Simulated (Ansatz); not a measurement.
## Geometry relaxation, with input and output: Mo (part 1 of 2)

System: Mo (slab, 4 atoms in the cell).
Method: DFT PBEsol, scalar-relativistic, plane waves, PAW, no spin polarisation (Ansatz 0.2.0).

The structure derives from an entry of the Crystallography Open Database. The input holds or restrains some coordinates. Forces given for the steps count only the free coordinates. It belongs to a series of runs on one base structure; here: clean slab, lower half held. Figures and captions count atoms from 1; the log counts them from 0 in places.

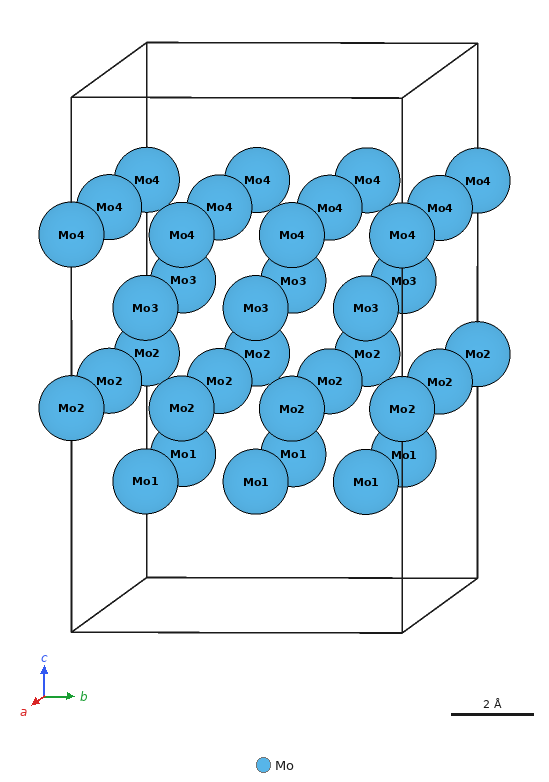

*The input geometry (spheres-only view of the 2 × 3 repeat of the cell, with the vacuum cut short, seen slightly off an axis; atoms are numbered from 1 in the order of the input). An atom can appear more than once, as a periodic image.*

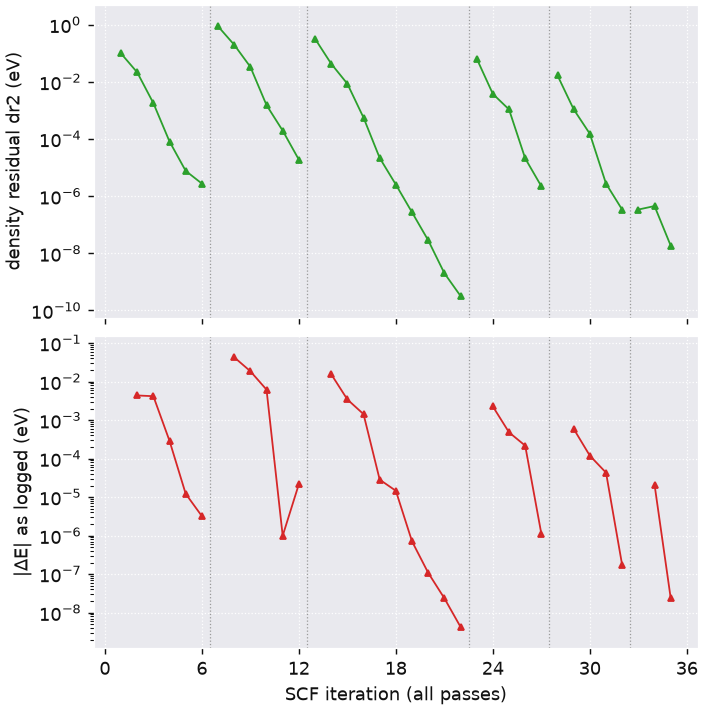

*Convergence of the self-consistent field: density residual dr2 and size of the energy change against the SCF iteration. The dotted lines part the SCF passes of the relaxation: geometry steps, rejected trials and re-solves on a re-selected basis.*

The 6 passes take 3 to 10 iterations each, 35 in all.

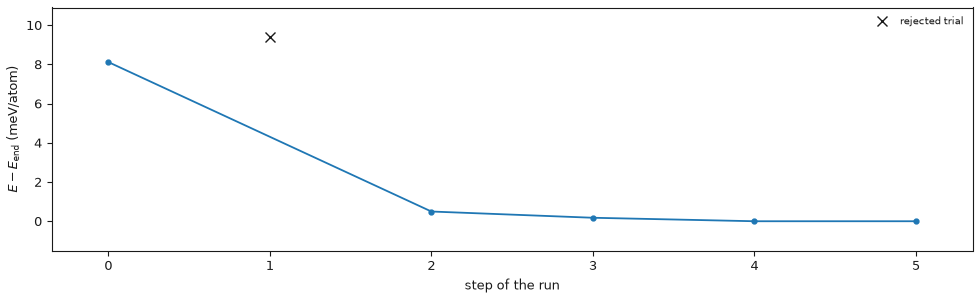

*Progress of the restrained relaxation, step by step (the first geometry is step 0 here and step 1 in the log).*

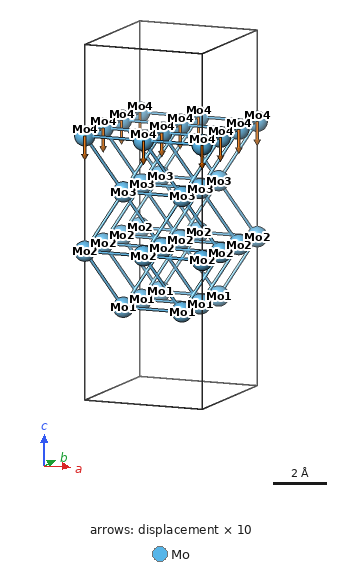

*The starting structure with the displacements as orange arrows, magnified 10 times (ball-and-stick view of the 2 × 3 repeat of the cell, with the vacuum cut short, seen slightly off an axis).*

The atom that moves furthest is Mo4 (0.096 Å). The lattice vectors keep their values. Distances before and after: Mo3–Mo4 2.710 → 2.632 Å. Among the angles that change: Mo3–Mo4–Mo3 70.5° → 73.0°. The energy falls by 8.1 meV per atom in 5 geometry steps. Largest force component: 0.65 eV/Å at the start, 0.00038 eV/Å at the end. The line search rejected the trial step at point 1 (counted from 0) and went back. (Atoms are counted from 1 in the order of the input.)

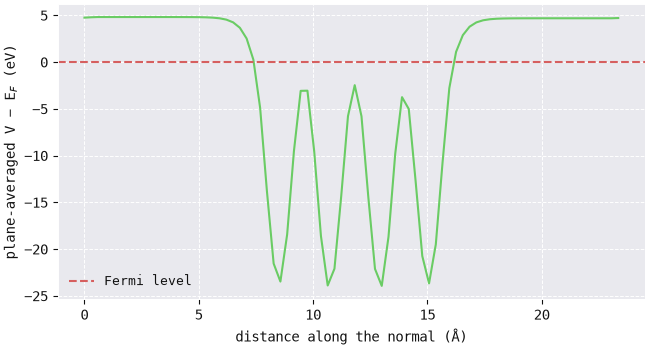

*Plane average of the electrostatic potential energy of an electron across the cell, from the Fermi level.*

The vacuum level lies 4.69 eV above the Fermi level on the upper side and 4.82 eV on the lower.

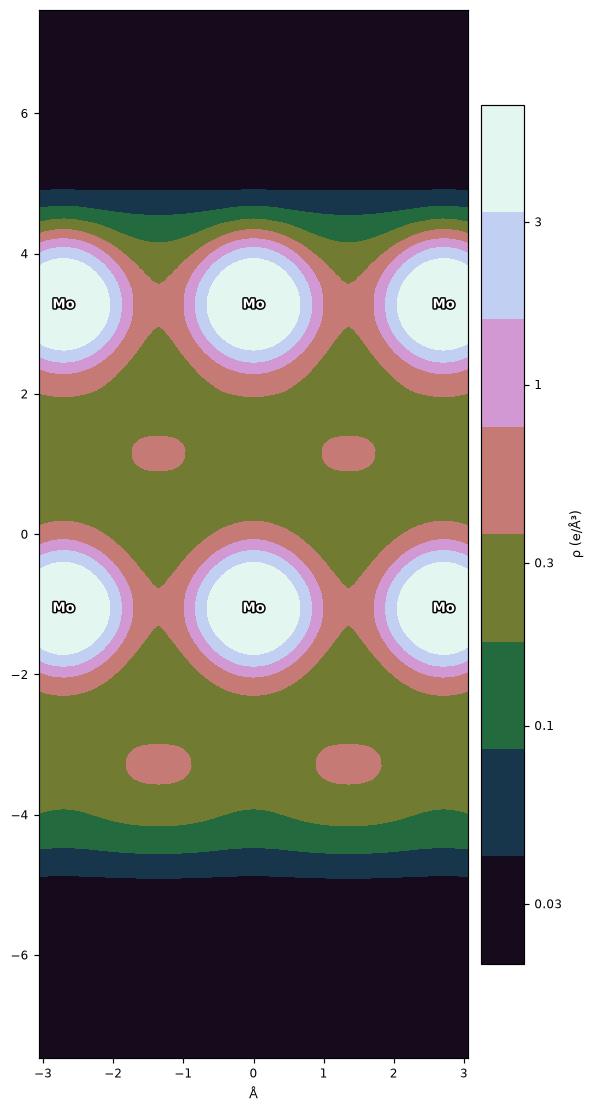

*Valence pseudo-density on the (100) plane of the calculation cell, a cut from vacuum to vacuum.*

Mo–Mo (2.71 Å): ρ is about 0.39 e/Å³ halfway. The density dies away to nearly zero in the vacuum. In a PAW calculation such maps are meaningful between the atoms, not at the nuclei.

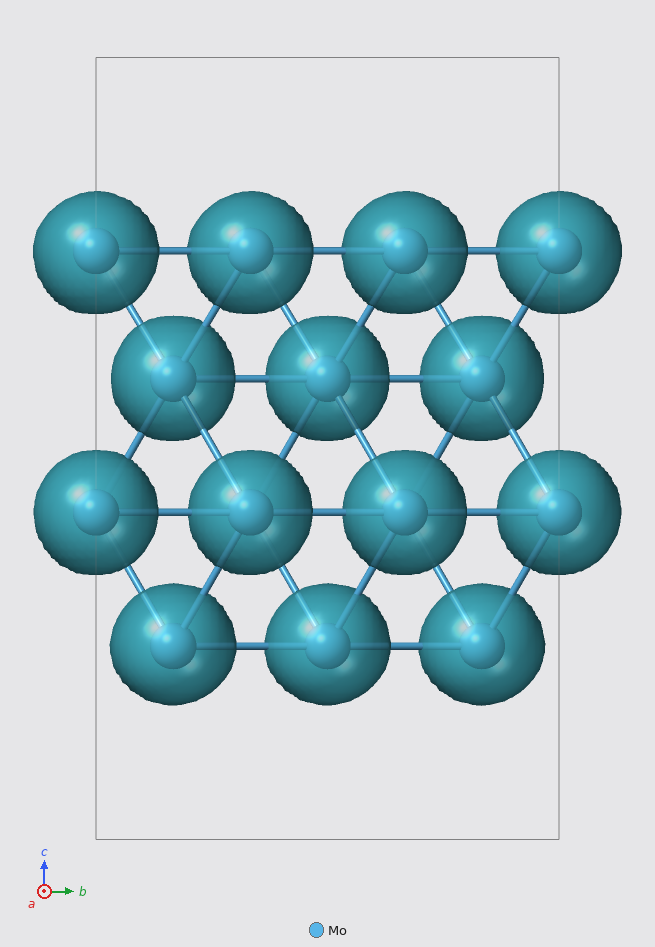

*Isosurface of the valence electron density at 0.6 e/Å³ (cyan), seen along the a axis. Sticks mark near contacts.*

At this value the density breaks into separate islands; it holds about 75 % of the electrons treated as valence (semicore included). It is pinched off along the Mo–Mo (2.63 Å) and Mo–Mo (2.71 Å) contacts. On the grid the lowest density along these lines, outside the cores, is 0.46 e/Å³ (Mo–Mo, 2.63 Å) and 0.4 e/Å³ (Mo–Mo, 2.71 Å).

The input that produced these results follows, with the program's output.

Input:
```yaml
crystal:
  lattice:
    - [2.710059232, 0.0, 0.0]
    - [-0.9033530773, 2.5550683472, 0.0]
    - [0.0, 0.0, 23.6382622912]
  atoms:
    - { symbol: Mo, position: [0.5, 0.5, 0.3595864999] }
    - { symbol: Mo, position: [0.0, 0.0, 0.4531955] }
    - { symbol: Mo, position: [0.5, 0.5, 0.5468045] }
    - { symbol: Mo, position: [0.0, 0.0, 0.6404135001] }
basis:
  ecutwfc: 420
kpoints:
  mp_grid: { grid: [11, 11, 1] }
hamiltonian:
  xc: pbesol
scf:
  occupations: { method: gaussian, width: 0.1 }
output:
  forces: true
  eigenvalues: true
  write_density: true
  write_potential: true
  elf: true
  volumetric_format: npy
relax:
  adjacent_minimum: "off"
  f_tol: 0.03
  max_steps: 70
  constraints: [{ sites: [0, 1] }]
efield:
  axis: 3
  dipole_correction: true
  ramp_width: 0.04
```

Launched with:
```bash
ansatz run input.yaml --threads 2 --pin off --max-ram 5120MiB --backend cpu --events-out ev --progress --plain --runs-dir out
```

Log:
```
Engine: ansatz 0.2.0, x86_64-unknown-linux-gnu
Pseudopotentials: kind: paw
Pseudopotential: Mo, paw, valence charge 14, recommended cutoff 420 eV (normal), Mo.paw.azcp
Functional definition: PBEsol
  exchange = pbesol_x
  correlation = pbesol_c
Crystal: 4 atoms, lattice volume = 163.680 Å³
Basis set: ecut = 420 eV, 3273 PW (Γ), exchange–correlation on 40×40×320 points (8 copies of the dense FFT grid, shifted against one another)
Bands: 34, of which v1, the nominal top of the filled ones, is band 28 counted from 1 (27 counted from 0)
Symmetry: 4 space group operations
k-points: 36 of 121
Non-local potential: Mo, projectors of the file, l = 0: 3, l = 1: 2, l = 2: 2, l = 3: 1
PAW form: soft (Blöchl's): semilocal exchange-correlation on the pseudo side does not see the compensation charge
PAW frozen core: Mo, regenerated for the run's functional, and the local potential with it (the file was generated under x = pbe(κ = 0.804, μ = 0.2195149727645171), c = pbe(β = 0.06672455060314922))
PAW one-centre angular grid: Mo, 590 points (default); XC on 64 Gauss nodes
Initial density: superposition of atomic densities (neutral atoms: chi_scale 0, normalization atom), corrected by the library's trained network
Initial wavefunctions: pseudopotential atomic-orbital guess
Functional: x = pbesol(κ = 0.804, μ = 0.12345679012345678), c = pbesol(β = 0.046)
SCF iter   1: F=—  HF=-19587.119014 eV  |F-HF|=—  |Δ(HF+E_count)|=         —  Δρ=4.90e-3  dr2=9.82e-2  ethr=1.77e-3  p=0.000 e·Å  D=3.15e-14 V/Å  ΔV_dip=-0.00 eV  dr2_dipole=5.70e-9  V_vac-E_F(+/−)=4.92/4.92 eV  ⟨swp⟩=7.9  Hψ=6144  notcnv=0
efield: sawtooth ramp at fractional position 0.9800 (placed from the atoms, in the widest stretch of the axis that holds none; the zero of the levels goes with the place), width 0.0400; the density the first Hamiltonian is built on has a dipole p = 0.000 e·Å; the dipole correction subtracts the counter field D = 3.15e-14 V/Å, which shifts the + side's vacuum level by -0.00 eV against the − side's; the planar-averaged density in the ramp window peaks in size at 1.9e-5 e/Å³
preconditioner: auto → LDOS  [metal: Δε(μ)=0.012 eV  Ē_g=3.990 eV  σ=0.100 eV  W_gap=0.06  n_scr=16 (ndim 8)  ℏωp=14.2 eV  f_vac=0.548  D(μ)=3.71/eV (n_scr^D=14)  β→1.0]
SCF iter   2: F=—  HF=-19587.114643 eV  |F-HF|=—  |Δ(HF+E_count)|=   4.37e-3  Δρ=2.72e-3  dr2=2.15e-2  ethr=1.75e-4  p=-0.000 e·Å  D=-1.04e-5 V/Å  ΔV_dip=0.00 eV  dr2_dipole=1.08e-8  V_vac-E_F(+/−)=4.83/4.83 eV  ⟨swp⟩=2.8  Hψ=2615  notcnv=0  defer=26
SCF iter   3: F=—  HF=-19587.110464 eV  |F-HF|=—  |Δ(HF+E_count)|=   4.18e-3  Δρ=5.78e-4  dr2=1.80e-3  ethr=3.85e-5  p=-0.000 e·Å  D=-1.73e-6 V/Å  ΔV_dip=0.00 eV  dr2_dipole=2.36e-10  V_vac-E_F(+/−)=4.83/4.83 eV  ⟨swp⟩=2.8  Hψ=2306  notcnv=0  defer=26
SCF iter   4: F=—  HF=-19587.110175 eV  |F-HF|=—  |Δ(HF+E_count)|=   2.89e-4  Δρ=1.47e-4  dr2=8.17e-5  ethr=3.22e-6  p=-0.000 e·Å  D=-1.36e-6 V/Å  ΔV_dip=0.00 eV  dr2_dipole=3.96e-11  V_vac-E_F(+/−)=4.82/4.82 eV  ⟨swp⟩=2.6  Hψ=2026  notcnv=0  defer=25
iter 5 did not close the SCF: its close was put off for the readings that it lacked (scf_convergence_deferred on its scf_iter line)
SCF iter   5: F=-19587.110188 eV  HF=-19587.110187 eV  |F-HF|=6.15e-7  |Δ(HF+E_count)|=   1.22e-5  Δρ=4.19e-5  dr2=7.67e-6  ethr=1.46e-7  p=-0.000 e·Å  D=-5.26e-7 V/Å  ΔV_dip=0.00 eV  dr2_dipole=3.17e-11  V_vac-E_F(+/−)=4.81/4.81 eV  ⟨swp⟩=2.4  Hψ=2070  notcnv=0  defer=22
SCF iter   6: F=-19587.110189 eV  HF=-19587.110190 eV  |F-HF|=1.36e-6  |Δ(HF+E_count)|=   3.21e-6  Δρ=2.12e-5  dr2=2.76e-6  ethr=1.37e-8  p=-0.000 e·Å  D=-1.86e-7 V/Å  ΔV_dip=0.00 eV  dr2_dipole=7.51e-12  V_vac-E_F(+/−)=4.81/4.81 eV  ⟨swp⟩=14.7  Hψ=12278  notcnv=0
SCF 1 converged in 6 iterations: F = -19587.110189 eV  dr2 = 2.76e-6
  greatest PAW one-centre occupation: 0.999 electrons in one spin orbital (limit 2), on the Mo atom at site 0 (counted from 0), in its partial waves of l = 0
relax step   1: F+E_penalty+E_count = -19587.11018907 eV  Δ(F+E_penalty+E_count) = +0.000e0 eV  max|allowed force component| = 6.456e-1 eV/Å  Δτ_max = 0.0000 Å  (6 SCF iters, dr2 threshold 2.25e-5 eV, accepted)
Initial density: handed on by an earlier stage of this run
Initial wavefunctions: those handed on with the density
iter 1 solved again at ethr=1.64e-3 eV; its pass at ethr=3.10e-3 eV (dr2=9.18e-1 eV) is discarded
SCF iter   1: F=—  HF=-19587.172696 eV  |F-HF|=—  |Δ(HF+E_count)|=         —  Δρ=1.30e-2  dr2=8.76e-1  ethr=1.64e-3  p=-0.000 e·Å  D=-4.84e-7 V/Å  ΔV_dip=0.00 eV  dr2_dipole=4.89e-2  V_vac-E_F(+/−)=4.83/4.83 eV  ⟨swp⟩=1.4  Hψ=4931  notcnv=0  defer=25
efield: sawtooth ramp at fractional position 0.9800 (handed on by an earlier solve), width 0.0400; the density the first Hamiltonian is built on has a dipole p = -0.000 e·Å; the dipole correction subtracts the counter field D = -4.84e-7 V/Å, which shifts the + side's vacuum level by +0.00 eV against the − side's; the planar-averaged density in the ramp window peaks in size at 3.2e-6 e/Å³
preconditioner: auto → LDOS  [metal: Δε(μ)=0.018 eV  Ē_g=4.104 eV  σ=0.100 eV  W_gap=0.10  n_scr=16 (ndim 8)  ℏωp=14.2 eV  f_vac=0.555  D(μ)=3.65/eV (n_scr^D=14)  β→1.0]
SCF iter   2: F=—  HF=-19587.129804 eV  |F-HF|=—  |Δ(HF+E_count)|=   4.29e-2  Δρ=5.76e-3  dr2=1.98e-1  ethr=1.56e-3  p=0.008 e·Å  D=8.86e-3 V/Å  ΔV_dip=-0.21 eV  dr2_dipole=3.47e-4  V_vac-E_F(+/−)=4.64/4.85 eV  ⟨swp⟩=2.9  Hψ=2116  notcnv=0  defer=25
SCF iter   3: F=—  HF=-19587.111250 eV  |F-HF|=—  |Δ(HF+E_count)|=   1.86e-2  Δρ=2.39e-3  dr2=3.34e-2  ethr=3.53e-4  p=0.007 e·Å  D=7.67e-3 V/Å  ΔV_dip=-0.18 eV  dr2_dipole=8.23e-6  V_vac-E_F(+/−)=4.67/4.85 eV  ⟨swp⟩=3.3  Hψ=2546  notcnv=0  defer=30
SCF iter   4: F=—  HF=-19587.105062 eV  |F-HF|=—  |Δ(HF+E_count)|=   6.19e-3  Δρ=5.17e-4  dr2=1.53e-3  ethr=5.96e-5  p=0.008 e·Å  D=8.85e-3 V/Å  ΔV_dip=-0.21 eV  dr2_dipole=3.24e-5  V_vac-E_F(+/−)=4.64/4.85 eV  ⟨swp⟩=2.5  Hψ=2001  notcnv=0  defer=31
SCF iter   5: F=—  HF=-19587.105063 eV  |F-HF|=—  |Δ(HF+E_count)|=   9.92e-7  Δρ=1.88e-4  dr2=1.96e-4  ethr=2.73e-6  p=0.009 e·Å  D=9.51e-3 V/Å  ΔV_dip=-0.22 eV  dr2_dipole=1.01e-5  V_vac-E_F(+/−)=4.63/4.85 eV  ⟨swp⟩=2.2  Hψ=1741  notcnv=0  defer=32
SCF iter   6: F=-19587.105072 eV  HF=-19587.105085 eV  |F-HF|=1.26e-5  |Δ(HF+E_count)|=   2.17e-5  Δρ=5.87e-5  dr2=1.89e-5  ethr=4.65e-8  p=0.009 e·Å  D=1.01e-2 V/Å  ΔV_dip=-0.24 eV  dr2_dipole=5.96e-10  V_vac-E_F(+/−)=4.61/4.85 eV  ⟨swp⟩=18.1  Hψ=13784  notcnv=0
SCF 2 converged in 6 iterations: F = -19587.105072 eV  dr2 = 1.89e-5
  greatest PAW one-centre occupation: 0.999 electrons in one spin orbital (limit 2), on the Mo atom at site 3 (counted from 0), in its partial waves of l = 0
relax step   2: F+E_penalty+E_count = -19587.10507222 eV  Δ(F+E_penalty+E_count) = +5.117e-3 eV  max|allowed force component| = 8.273e-1 eV/Å  Δτ_max = 0.1943 Å  (6 SCF iters, dr2 threshold 2.60e-5 eV, rejected (line search))
iter 1 solved again at ethr=5.42e-4 eV; its pass at ethr=3.10e-3 eV (dr2=3.04e-1 eV) is discarded
```
